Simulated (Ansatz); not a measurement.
## Li: 5 runs along one coordinate

System: Li (I4/mmm, 1 atom in the cell).
Method: DFT PBE, scalar-relativistic, plane waves, PAW, no spin polarisation (Ansatz 0.2.0).

The 5 runs differ only in the geometry, by a strain of the cell at fixed fractional positions. Against run 3, the strain is εxx = η and εyy = η. The structure derives from an entry of the Crystallography Open Database.

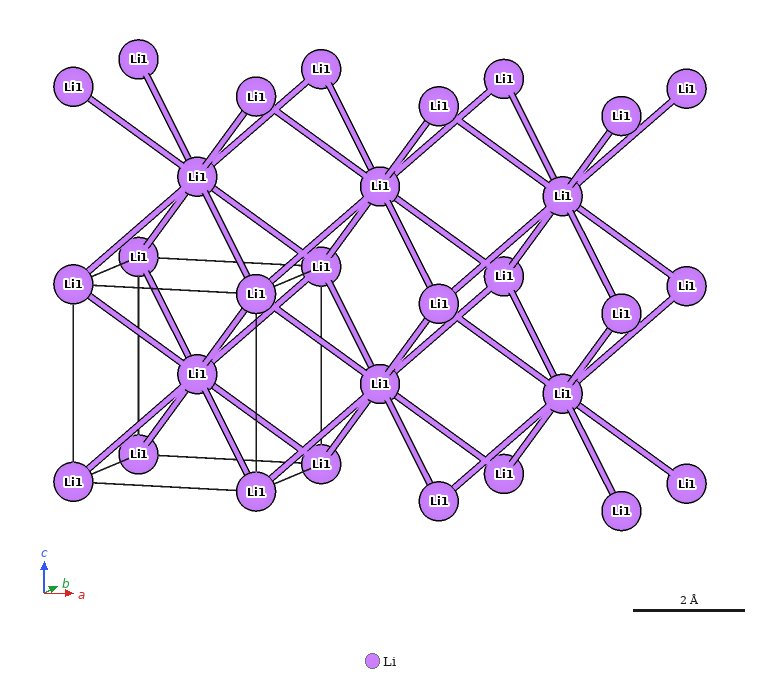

Figure 1. The structure of run 3 (ball-and-stick view of the cell 2 times as large as that of the calculation, set on its symmetry axes, repeated 3 × 1 × 2, seen slightly off an axis; atoms are numbered from 1 in the order of the input). An atom can appear more than once, as a periodic image.

### Input of run 3
```yaml
crystal:
  lattice:
    - [-1.75, 1.75, 1.8025]
    - [1.75, -1.75, 1.8025]
    - [1.75, 1.75, -1.8025]
  atoms:
    - { symbol: Li, position: [0.0, 0.0, 0.0] }
basis:
  ecutwfc: 420
kpoints:
  mp_grid: { grid: [20, 20, 20] }
hamiltonian:
  xc: pbe
scf:
  occupations: { method: gaussian, width: 0.15 }
output:
  forces: true
  stress: true
  eigenvalues: true
```

Command:
```bash
ansatz run input.yaml --threads 1 --pin off --max-ram 2560MiB --backend cpu --events-out ev --progress --plain --runs-dir out
```

Run 4 differs from it as follows:
```diff
-    - [-1.75, 1.75, 1.8025]
-    - [1.75, -1.75, 1.8025]
-    - [1.75, 1.75, -1.8025]
+    - [-1.77625, 1.77625, 1.8025]
+    - [1.77625, -1.77625, 1.8025]
+    - [1.77625, 1.77625, -1.8025]
```

### Results, with one run withheld

```csv
run,strain parameter η (%),"free energy per atom, from the lowest run given (meV)",pressure (GPa)
1,−3.0000,0.00,−0.34
2,−1.5000,2.17,−0.71
3,0.0000,5.80,−1.04
4,1.5000,?,?
5,3.0000,16.94,−1.58
```

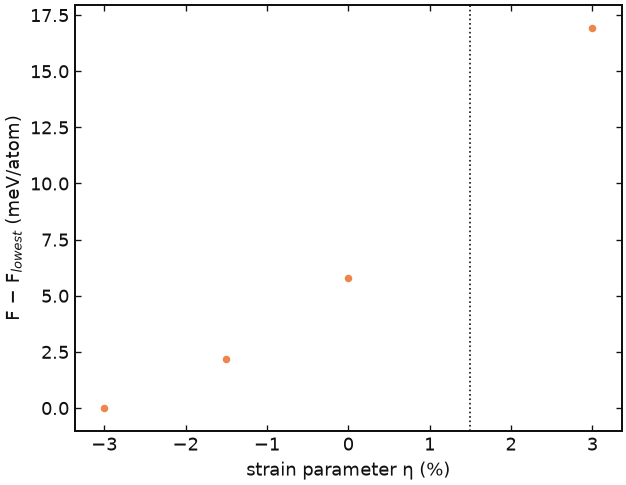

Figure 2. Free energy per atom of the runs given; the dotted line marks run 4.

What should run 4 give?

A quadratic polynomial in the coordinate, fitted to the 4 runs given, misses them by at most 0.04 meV per atom. With x = η + 0.3750, it reads F = 4.7549 + 2.602 x + 0.29919 x² (meV per atom). At run 4 it gives 10.69 meV per atom, and the run itself gives 10.76. The fit has no minimum inside this range.

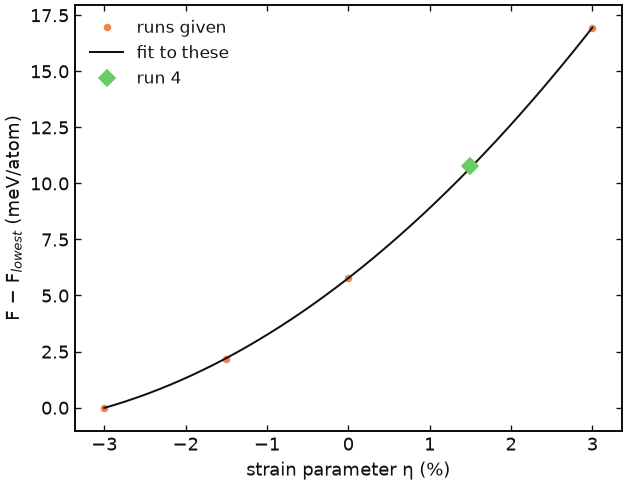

Figure 3. The fit and the withheld run.

### Output, shortened to warnings, some set-up lines, iterations and results (run 4)
```
Basis set: ecut = 420 eV, 431 PW (Γ), exchange–correlation on 48×48×48 points (8 copies of the dense FFT grid, shifted against one another)
Symmetry: 16 space group operations
k-points: 641 of 8000
Initial density: superposition of atomic densities (neutral atoms: chi_scale 0, normalization atom), corrected by the library's trained network
[...]
SCF iter   1: F=—  HF=-204.678271 eV  |F-HF|=—  |Δ(HF+E_count)|=         —  Δρ=2.21e-4  dr2=5.96e-6  ethr=1.77e-3  ⟨swp⟩=4.2  Hψ=29750  notcnv=0
SCF iter   2: F=—  HF=-204.678278 eV  |F-HF|=—  |Δ(HF+E_count)|=   6.91e-6  Δρ=1.15e-4  dr2=1.68e-6  ethr=1.99e-7  ⟨swp⟩=1.6  Hψ=9396  notcnv=0
SCF iter   3: F=-204.678282 eV  HF=-204.678282 eV  |F-HF|=7.57e-9  |Δ(HF+E_count)|=   3.93e-6  Δρ=6.56e-6  dr2=6.84e-9  ethr=5.59e-8  ⟨swp⟩=1.6  Hψ=4059  notcnv=0
SCF iter   4: F=-204.678282 eV  HF=-204.678282 eV  |F-HF|=1.11e-9  |Δ(HF+E_count)|=   5.02e-9  Δρ=2.67e-6  dr2=9.76e-10  ethr=2.28e-10  ⟨swp⟩=2.0  Hψ=4297  notcnv=0
SCF iter   5: F=-204.678282 eV  HF=-204.678282 eV  |F-HF|=6.03e-12  |Δ(HF+E_count)|=  9.12e-10  Δρ=2.49e-7  dr2=8.70e-12  ethr=3.25e-11  ⟨swp⟩=2.0  Hψ=4311  notcnv=0
SCF iter   6: F=-204.678282 eV  HF=-204.678282 eV  |F-HF|=0.00e0  |Δ(HF+E_count)|=  5.14e-12  Δρ=9.91e-9  dr2=1.21e-14  ethr=1.00e-12  ⟨swp⟩=1.6  Hψ=11448  notcnv=0
SCF 1 converged in 6 iterations: F = -204.678282 eV  dr2 = 1.21e-14
SCF converged after 6 iterations
Free energy (F): -204.678282 eV
Harris-Foulkes:  -204.678282 eV  (|F-HF|=0.00e0)
Internal energy: -204.672831 eV  (E = F + TS)
E sigma→0 (E₀):  -204.675556 eV
Entropy (-TS):   -0.005451 eV (-5.451 meV/atom)
Fermi energy:    0.676854 eV
--- Per-component energies (eV) ---
  E_band       = -92.722752
  E_kinetic    = 20.823764
  E_local      = -135.631693  (includes V_loc(G=0)·N_el)
  E_nonlocal   = -33.292273
  E_hartree    = 40.367498
  E_xc         = -9.886854
  E_vxc        = -12.720859  (∫ρ·V_xc dr)
  E_paw        = -20.996894  (= ΣΔE_a)
  E_vpaw       = -12.636700  (= ΣTr[D̂ρ^β])
  E_aug_tail   = 0.000011  (compensation charges beyond the density's cutoff)
  E_ewald      = -66.056391
  E_smearing   = -0.005451  (= −TS)
  E_closure    = 0.000000  (closes the sum)
  Σ components = -204.678282   (vs F -204.678282, Δ=0.00e0)
--- Forces (eV/Å), atoms counted from 1 ---
  atom   1  Li     0.00000000     0.00000000    -0.00000000
  max |Σ_I F_I| component: 2.47e-32 eV/Å
--- Stress (GPa, compression-positive) ---
       -1.331064       0.000000       0.000000
        0.000000      -1.331064       0.000000
       -0.000000      -0.000000      -1.320972
  P = ⅓ Tr σ = -1.3277 GPa (-13.277 kbar)
```
